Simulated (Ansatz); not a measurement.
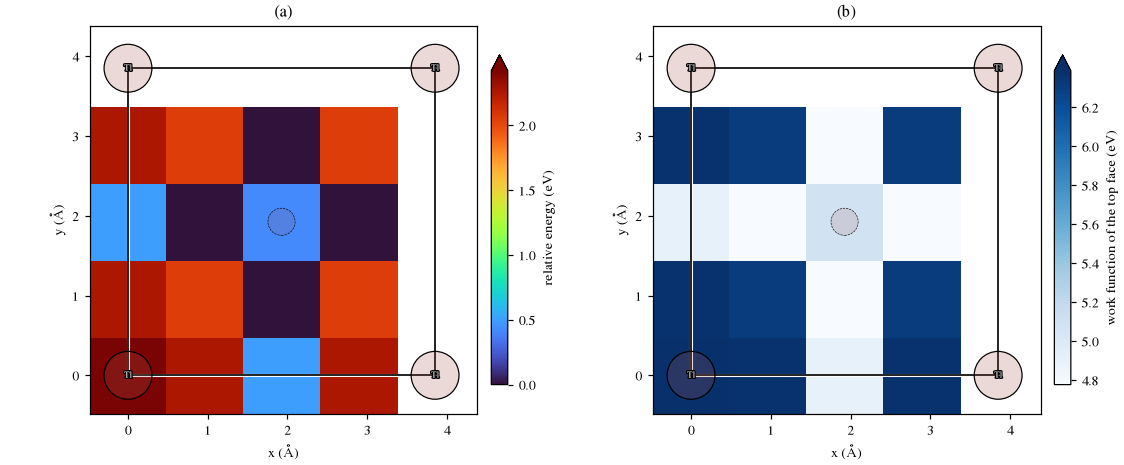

C on a Tl(100) slab cut from the Im-3m phase (4 atoms of substrate and one adsorbate in a 1 × 1 cell). One C atom a 1 × 1 cell is placed over a mesh of places on the rigid (1 0 0) surface, and only its height is relaxed. Places are given modulo a cell vector. The map is drawn in real space over the plane of the surface. The grid has 4 × 4 points. All energies are given in eV relative to the lowest grid point. The relaxed height changes by up to 1.4 Å between neighbouring points. With one adsorbate in each 1 × 1 cell, its nearest image is 3.9 Å away, so neighbouring adsorbates interact. Method: DFT PBEsol, scalar-relativistic, plane waves, PAW in Ansatz 0.2.0.

Panel (a) is the energy and panel (b) the computed work function of the top face on the same grid.

The picture shows one coloured cell a grid point, labelled circles for the atoms of the top layer and small ones for the second layer, the outline of one cell of the plane, one colour for all values above the top of the scale.

> How does the work function of the top face vary over the map, and what is it at the lowest grid point?

It runs from 4.78 eV at (1/4, 2/4) of the cell vectors [nearest 2 Tl at 2.17 Å] to 6.39 eV at the top site over a surface Tl atom, (0/4, 0/4) of the cell vectors. At the lowest grid point, (1/4, 2/4) of the cell vectors [nearest 2 Tl at 2.17 Å], it is 4.78 eV.
